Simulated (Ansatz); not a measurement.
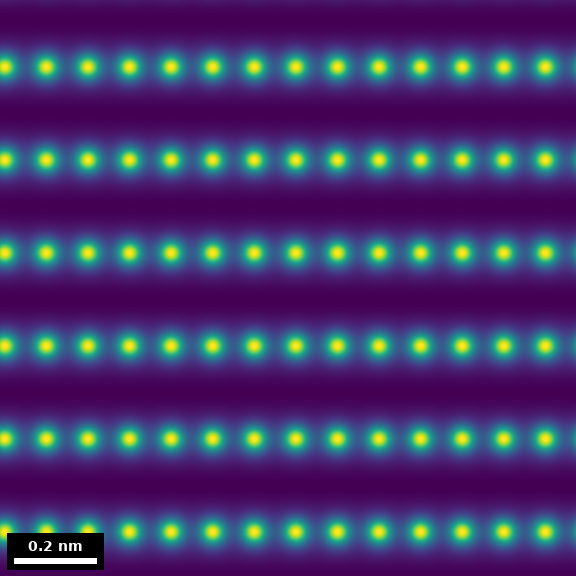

Projected-potential map of a crystal. Computed as the sum of neutral-atom potentials (tabulated electron scattering factors, B = 0.8 Å²) projected along the beam and smoothed by 0.25 Å; brighter is more positive.

> What two-dimensional lattice does the image show, and how large is its cell?

The pattern repeats on a rectangular net of 1.0 × 2.3 Å.

> What is the plane group of the image?

p2mm: mirror lines in two perpendicular directions, with twofold points where they cross.

> How many columns does the smallest repeating cell hold, and how many levels of brightness?

1 column in the primitive cell of 2.3 Å², all of one brightness.

The crystal is Ni (Pm-3m, No. 221) seen along [210]. Model: coordinates from a relaxation with DFT, LDA (PW92), plane waves (420 eV) with PAW, scalar-relativistic in Ansatz; the starting structure was generated, so it need not be a known form of this composition.
